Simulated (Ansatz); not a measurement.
**What a change does: single-point calculation on Ta12N**

System: Ta12N (slab, 13 atoms in the cell).
Method of run 1: DFT PBE+D3(BJ), scalar-relativistic, plane waves, PAW, PAW set soft_1, no spin polarisation (Ansatz 0.2.0).

The structure derives from an entry of the Crystallography Open Database. Text and figures count atoms from 1; the logs count them from 0 in places.

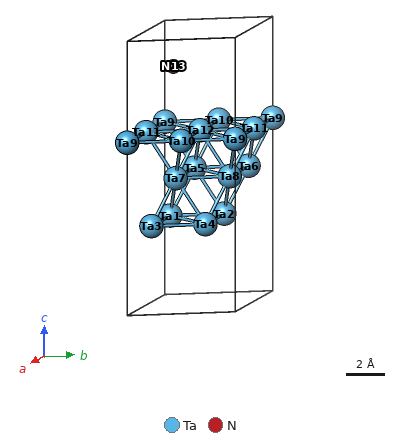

**Figure 1.** The input geometry (ball-and-stick view of the cell of the calculation, with the vacuum cut short, seen slightly off an axis; atoms are numbered from 1 in the order of the input). An atom can appear more than once, as a periodic image.

## The input, run 1
```yaml
crystal:
  lattice:
    - [5.9135916889, 0.0, 0.0]
    - [-2.9567958445, 5.1213206302, 0.0]
    - [0.0, 0.0, 22.1284273952]
  atoms:
    - { symbol: Ta, position: [0.3333333333, 0.1666666667, 0.1807629584] }
    - { symbol: Ta, position: [0.3333333333, 0.6666666667, 0.1807629584] }
    - { symbol: Ta, position: [0.8333333333, 0.1666666667, 0.1807629584] }
    - { symbol: Ta, position: [0.8333333333, 0.6666666667, 0.1807629584] }
    - { symbol: Ta, position: [0.1666666667, 0.3333333333, 0.2898630609] }
    - { symbol: Ta, position: [0.1666666667, 0.8333333333, 0.2898630609] }
    - { symbol: Ta, position: [0.6666666667, 0.3333333333, 0.2898630609] }
    - { symbol: Ta, position: [0.6666666667, 0.8333333333, 0.2898630609] }
    - { symbol: Ta, position: [0.0, 0.0, 0.3989631634] }
    - { symbol: Ta, position: [0.0, 0.5, 0.3989631634] }
    - { symbol: Ta, position: [0.5, 0.0, 0.3989631634] }
    - { symbol: Ta, position: [0.5, 0.5, 0.3989631634] }
    - { symbol: "N", position: [0.25, 0.1666666667, 0.5480926041] }
basis:
  ecutwfc: 420
kpoints:
  mp_grid: { grid: [6, 6, 1] }
hamiltonian:
  xc: pbe
  pseudopotentials: { kind: paw, azcp: { folder: soft_1 } }
  dispersion: d3bj
scf:
  occupations: { method: gaussian, width: 0.1 }
output:
  forces: true
  eigenvalues: true
efield:
  axis: 3
  dipole_correction: true
  ramp_width: 0.04
```

Launched with:
```bash
ansatz run input.yaml --threads 2 --pin off --max-ram 6144MiB --backend cpu --events-out ev --progress --plain --runs-dir out
```

Hardware: 2 threads of Arm Neoverse N1, 98 GiB of memory available, shared host.

## Output, shortened to warnings, some set-up lines, iterations and results (run 1)
```
Basis set: ecut = 420 eV, 13081 PW (Γ), exchange–correlation on 80×80×300 points (8 copies of the dense FFT grid, shifted against one another)
Symmetry: 1 space group operations
k-points: 20 of 36 (time reversal used)
Initial density: superposition of atomic densities (neutral atoms: chi_scale 0, normalization atom)
[...]
SCF iter   1: F=—  HF=-119576.120137 eV  |F-HF|=—  |Δ(HF+E_count)|=         —  Δρ=4.70e-2  dr2=7.51e1  ethr=3.10e-3  p=-0.000 e·Å  D=-4.86e-7 V/Å  ΔV_dip=0.00 eV  …
SCF iter   2: F=—  HF=-119573.744825 eV  |F-HF|=—  |Δ(HF+E_count)|=    2.38e0  Δρ=4.69e-2  dr2=8.17e1  ethr=3.10e-3  p=-0.736 e·Å  D=-1.99e-1 V/Å  ΔV_dip=4.40 eV  …
SCF iter   3: F=—  HF=-119569.554411 eV  |F-HF|=—  |Δ(HF+E_count)|=    4.19e0  Δρ=7.44e-3  dr2=7.14e-1  ethr=3.10e-3  p=-0.317 e·Å  D=-8.57e-2 V/Å  ΔV_dip=1.90 eV  …
SCF iter   4: F=—  HF=-119569.549581 eV  |F-HF|=—  |Δ(HF+E_count)|=   4.83e-3  Δρ=7.60e-3  dr2=3.72e-1  ethr=4.43e-4  p=-0.344 e·Å  D=-9.28e-2 V/Å  ΔV_dip=2.05 eV  …
SCF iter   5: F=—  HF=-119569.588112 eV  |F-HF|=—  |Δ(HF+E_count)|=   3.85e-2  Δρ=1.47e-2  dr2=8.10e-1  ethr=2.31e-4  p=-0.342 e·Å  D=-9.22e-2 V/Å  ΔV_dip=2.04 eV  …
[... 7 lines ...]
SCF iter  13: F=—  HF=-119569.546525 eV  |F-HF|=—  |Δ(HF+E_count)|=   1.98e-4  Δρ=4.76e-5  dr2=3.69e-5  ethr=1.81e-8  p=-0.345 e·Å  D=-9.31e-2 V/Å  ΔV_dip=2.06 eV  …
SCF iter  14: F=—  HF=-119569.546525 eV  |F-HF|=—  |Δ(HF+E_count)|=   1.74e-7  Δρ=2.69e-5  dr2=2.90e-6  ethr=1.81e-8  p=-0.344 e·Å  D=-9.30e-2 V/Å  ΔV_dip=2.06 eV  …
SCF iter  15: F=—  HF=-119569.546526 eV  |F-HF|=—  |Δ(HF+E_count)|=   5.19e-7  Δρ=4.73e-6  dr2=1.10e-7  ethr=1.80e-9  p=-0.344 e·Å  D=-9.29e-2 V/Å  ΔV_dip=2.06 eV  …
SCF iter  16: F=-119569.546526 eV  HF=-119569.546526 eV  |F-HF|=2.71e-8  |Δ(HF+E_count)|=   2.22e-7  Δρ=2.68e-6  dr2=4.76e-8  ethr=6.21e-11  p=-0.344 e·Å  D=-9.29e-2 V/Å  …
SCF 1 converged in 16 iterations: F = -119569.546526 eV  dr2 = 4.76e-8
SCF converged after 16 iterations
Free energy (F): -119569.546526 eV
Harris-Foulkes:  -119569.546526 eV  (|F-HF|=2.71e-8)
Internal energy: -119569.378458 eV  (E = F + TS)
E sigma→0 (E₀):  -119569.462492 eV
Entropy (-TS):   -0.168068 eV (-12.928 meV/atom)
Fermi energy:    2.524535 eV
Dipole field:    D = -0.092951 V/Å  (p = -0.344251 e·Å, saw-weighted, corrected)
Work function:   Φ+ = 6.7034 eV   Φ− = 4.6466 eV
Levels:          The Fermi level and band energies are counted from a zero that moves with the ramp; work functions are not
--- Per-component energies (eV) ---
  E_band       = -3831.840846
  E_kinetic    = 4803.976085
  E_local      = -130986.812872  (includes V_loc(G=0)·N_el)
  E_nonlocal   = -94.180909
  E_hartree    = 63282.931417
  E_xc         = -3890.598525
  E_vxc        = -2846.690685  (∫ρ·V_xc dr)
  E_paw        = -99779.438839  (= ΣΔE_a)
  E_vpaw       = -1252.033947  (= ΣTr[D̂ρ^β])
  E_aug_tail   = 0.001794  (compensation charges beyond the density's cutoff)
  E_efield     = 0.015999  (sawtooth field / dipole correction)
  E_vefield    = -22.004680  (∫n·V_field dr)
  E_ewald      = 47099.865231
  E_disp       = -5.137839  (pairwise vdW)
  E_smearing   = -0.168068  (= −TS)
  E_closure    = 0.000000  (closes the sum)
  Σ components = -119569.546526   (vs F -119569.546526, Δ=0.00e0)
--- Forces (eV/Å), atoms counted from 1 ---
  atom   1  Ta     0.00810158    -0.00317970    -0.13160832
  atom   2  Ta     0.03023142     0.03141310    -0.09481413
  atom   3  Ta    -0.01538585    -0.03433539    -0.09865436
  atom   4  Ta    -0.01999068     0.00654720    -0.10065580
  atom   5  Ta     0.02113604     0.00228305     0.01545017
  atom   6  Ta     0.03290422     0.02509434    -0.00394630
  atom   7  Ta    -0.01993479    -0.03668580     0.00758297
  atom   8  Ta    -0.02200118     0.00314124    -0.13393285
  atom   9  Ta    -0.07299903    -0.05977166     1.15070781
  atom  10  Ta    -0.07607964     0.00420547     0.31031322
  atom  11  Ta     0.13650072    -0.05802883     0.38954132
  atom  12  Ta     0.04571006     0.13447555     0.69331566
  atom  13  N     -0.04820048    -0.01515964    -2.00326813
  max |Σ_I F_I| component: 3.13e-5 eV/Å
```

For run 2 the input was changed thus:
```diff
-  mp_grid: { grid: [6, 6, 1] }
+  mp_grid: { grid: [2, 2, 1] }
+accuracy: medium
```

Predict how the results change.

The free energy of run 2 is 34.4 meV per atom lower, the joint effect of these numerical settings, which can't be told apart here. The largest force goes from 2.004 to 1.924 eV/Å. The number of SCF iterations is the same. The irreducible k-points go from 20 to 4. On the same kind of shared host run 2 took about 0.15 times as long.

## Output, shortened to warnings, some set-up lines, iterations and results (run 2)
```
Basis set: ecut = 420 eV, 13081 PW (Γ), exchange–correlation on 80×80×300 points (8 copies of the dense FFT grid, shifted against one another)
Symmetry: 1 space group operations
k-points: 4
Initial density: superposition of atomic densities (neutral atoms: chi_scale 0, normalization atom)
[...]
SCF iter   1: F=—  HF=-119575.822145 eV  |F-HF|=—  |Δ(HF+E_count)|=         —  Δρ=3.81e-2  dr2=4.73e1  ethr=3.10e-3  p=-0.000 e·Å  D=-4.86e-7 V/Å  ΔV_dip=0.00 eV  …
SCF iter   2: F=—  HF=-119571.347616 eV  |F-HF|=—  |Δ(HF+E_count)|=    4.47e0  Δρ=3.58e-2  dr2=3.55e1  ethr=3.10e-3  p=-0.568 e·Å  D=-1.53e-1 V/Å  ΔV_dip=3.40 eV  …
SCF iter   3: F=—  HF=-119570.022263 eV  |F-HF|=—  |Δ(HF+E_count)|=    1.33e0  Δρ=1.59e-2  dr2=2.19e0  ethr=3.10e-3  p=-0.308 e·Å  D=-8.31e-2 V/Å  ΔV_dip=1.84 eV  …
SCF iter   4: F=—  HF=-119570.165919 eV  |F-HF|=—  |Δ(HF+E_count)|=   1.44e-1  Δρ=2.77e-2  dr2=5.45e0  ethr=1.36e-3  p=-0.353 e·Å  D=-9.54e-2 V/Å  ΔV_dip=2.11 eV  …
SCF iter   5: F=—  HF=-119570.024217 eV  |F-HF|=—  |Δ(HF+E_count)|=   1.42e-1  Δρ=1.38e-2  dr2=1.53e0  ethr=1.36e-3  p=-0.334 e·Å  D=-9.01e-2 V/Å  ΔV_dip=1.99 eV  …
[... 7 lines ...]
SCF iter  13: F=—  HF=-119569.993102 eV  |F-HF|=—  |Δ(HF+E_count)|=   1.76e-4  Δρ=2.87e-5  dr2=1.05e-5  ethr=9.99e-9  p=-0.341 e·Å  D=-9.20e-2 V/Å  ΔV_dip=2.04 eV  …
SCF iter  14: F=—  HF=-119569.993106 eV  |F-HF|=—  |Δ(HF+E_count)|=   3.88e-6  Δρ=1.42e-5  dr2=8.33e-7  ethr=6.53e-9  p=-0.340 e·Å  D=-9.18e-2 V/Å  ΔV_dip=2.03 eV  …
SCF iter  15: F=—  HF=-119569.993107 eV  |F-HF|=—  |Δ(HF+E_count)|=   1.16e-6  Δρ=4.73e-6  dr2=2.55e-7  ethr=5.18e-10  p=-0.340 e·Å  D=-9.17e-2 V/Å  ΔV_dip=2.03 eV  …
SCF iter  16: F=-119569.993107 eV  HF=-119569.993107 eV  |F-HF|=1.23e-7  |Δ(HF+E_count)|=   9.60e-8  Δρ=3.03e-6  dr2=4.26e-8  ethr=6.21e-11  p=-0.339 e·Å  D=-9.17e-2 V/Å  …
SCF 1 converged in 16 iterations: F = -119569.993107 eV  dr2 = 4.26e-8
SCF converged after 16 iterations
Free energy (F): -119569.993107 eV
Harris-Foulkes:  -119569.993107 eV  (|F-HF|=1.23e-7)
Internal energy: -119569.839229 eV  (E = F + TS)
E sigma→0 (E₀):  -119569.916168 eV
Entropy (-TS):   -0.153878 eV (-11.837 meV/atom)
Fermi energy:    2.519759 eV
Dipole field:    D = -0.091685 V/Å  (p = -0.339565 e·Å, saw-weighted, corrected)
Work function:   Φ+ = 6.6791 eV   Φ− = 4.6502 eV
Levels:          The Fermi level and band energies are counted from a zero that moves with the ramp; work functions are not
--- Per-component energies (eV) ---
  E_band       = -3833.890393
  E_kinetic    = 4799.574503
  E_local      = -130981.119957  (includes V_loc(G=0)·N_el)
  E_nonlocal   = -93.972439
  E_hartree    = 63281.103920
  E_xc         = -3890.488996
  E_vxc        = -2846.399437  (∫ρ·V_xc dr)
  E_paw        = -99779.681013  (= ΣΔE_a)
  E_vpaw       = -1252.475162  (= ΣTr[D̂ρ^β])
  E_aug_tail   = 0.001793  (compensation charges beyond the density's cutoff)
  E_efield     = 0.015567  (sawtooth field / dipole correction)
  E_vefield    = -21.705561  (∫n·V_field dr)
  E_ewald      = 47099.865231
  E_disp       = -5.137839  (pairwise vdW)
  E_smearing   = -0.153878  (= −TS)
  E_closure    = 0.000000  (closes the sum)
  Σ components = -119569.993107   (vs F -119569.993107, Δ=0.00e0)
--- Forces (eV/Å), atoms counted from 1 ---
  atom   1  Ta     0.03001014     0.00021804    -0.21749060
  atom   2  Ta     0.03235743     0.03620760    -0.06327942
  atom   3  Ta    -0.02336279    -0.03325757    -0.08502659
  atom   4  Ta    -0.01873698     0.00077885    -0.10929976
  atom   5  Ta     0.00519962    -0.00123281    -0.05277683
  atom   6  Ta     0.01306736     0.02034740    -0.05786869
  atom   7  Ta    -0.02720583    -0.03097461    -0.06915770
  atom   8  Ta     0.00269111     0.00103804    -0.11845271
  atom   9  Ta    -0.00304607     0.02499252     1.05441226
  atom  10  Ta    -0.01892696    -0.01439507     0.53121597
  atom  11  Ta     0.05240581    -0.03665500     0.43380128
  atom  12  Ta    -0.01358898     0.03656561     0.67743445
  atom  13  N     -0.03087719    -0.00362470    -1.92346398
  max |Σ_I F_I| component: 4.77e-5 eV/Å
```

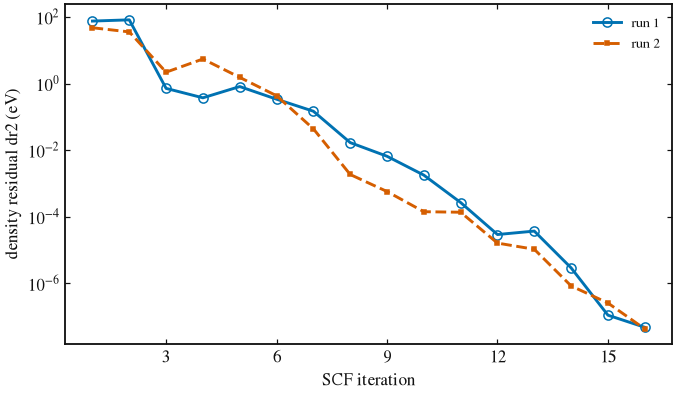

**Figure 2.** Convergence of the two runs: density residual dr2 against the SCF iteration. Run 1 takes 16 iterations in all, and run 2 takes 16.

## The two runs side by side

| quantity | run 1 | run 2 |
| --- | --- | --- |
| outcome | converged | converged |
| free energy per atom (eV) | −9197.6574 | −9197.6918 |
| energy per atom, smearing taken to zero (eV) | −9197.6510 | −9197.6859 |
| gap on the mesh (eV) | 0.00 | 0.00 |
| work function (eV) | 6.70 | – |
| largest force (eV/Å) | 2.004 | 1.924 |
| SCF iterations | 16 | 16 |
| irreducible k-points | 20 | 4 |
| plane waves at Γ | 13081 | 13081 |
| wall time (shared host) | 2.5 min | 22 s |

For both runs: Spin–orbit coupling is left out, which matters for Ta. The cell holds an odd number of electrons but the run has no spin polarisation, so a band is left half filled. For run 2: These settings are looser than, or depart from, a standard set-up, so the numbers are not reference values for this system.
